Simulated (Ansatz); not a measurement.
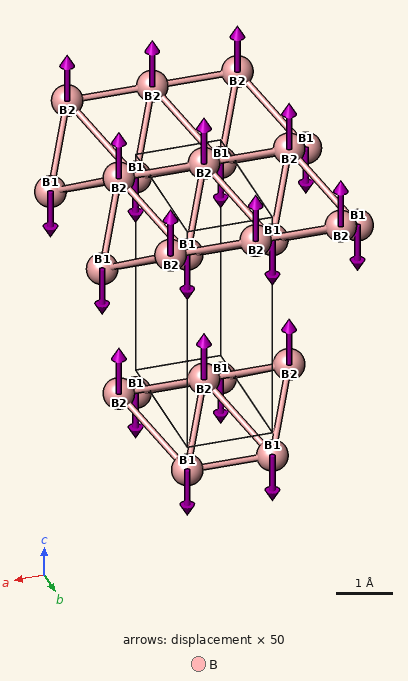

This is a relaxation of crystalline B (a generated structure, set up in Pmmn). The starting structure is drawn; purple arrows show the displacements (the part carried along by the change of the cell is left out), 50 times their true length.

A ball-and-stick model of the cell of the calculation, seen from a free direction.

Theory: Ansatz, DFT PBE, scalar-relativistic, plane waves, PAW.

Input
```yaml
crystal:
  lattice:
    - [1.6066428618, 0.0, 0.0]
    - [0.0, 2.8856468569, 0.0]
    - [0.0, 0.0, 4.4673093011]
  atoms:
    - { symbol: B, position: [0.0, 0.0, 0.8953778789] }
    - { symbol: B, position: [0.5, 0.5, 0.1046221211] }
basis:
  ecutwfc: 420
kpoints:
  mp_grid: { grid: [34, 20, 12] }
hamiltonian:
  xc: pbe
scf:
  occupations: { method: gaussian, width: 0.1 }
output:
  forces: true
  stress: true
  eigenvalues: true
relax:
  adjacent_minimum: "off"
  f_tol: 0.01
  max_steps: 80
  cell: { stress_tol: 0.05 }
```

Run as
```bash
ansatz run input.yaml --threads 1 --pin off --max-ram 2560MiB --backend cpu --events-out ev --progress --plain --runs-dir out
```

What did the optimiser do to the structure, and how much energy did it gain?

Answer. After 8 accepted moves (10 points after the start) the energy has fallen by 27.9 meV per cell of the calculation. Largest force component: 0.26 eV/Å at the start, 0.0025 eV/Å at the end. The pressure goes from 0.03 to 0.03 GPa. The SCF was repeated twice at an unchanged geometry on a basis and grid sized afresh for the cell, which shifted the energy by 1.4 meV per cell of the calculation at most. The largest moves relative to the cell, 0.019 Å, are those of B1 and B2. B1 goes along −c. The volume changes by −11.8 %, with a 1.607 → 1.624 Å (+1.1 %), b 2.886 → 2.865 Å (−0.7 %), c 4.467 → 3.929 Å (−12.0 %). Some distances before and after: B1–B2 1.898 → 1.858 Å, B1–B1 1.607 → 1.624 Å. Among the angles between lasting bonds that change: B2–B1–B2 121.0° → 124.8°. The space group stays Pmmn (No. 59).
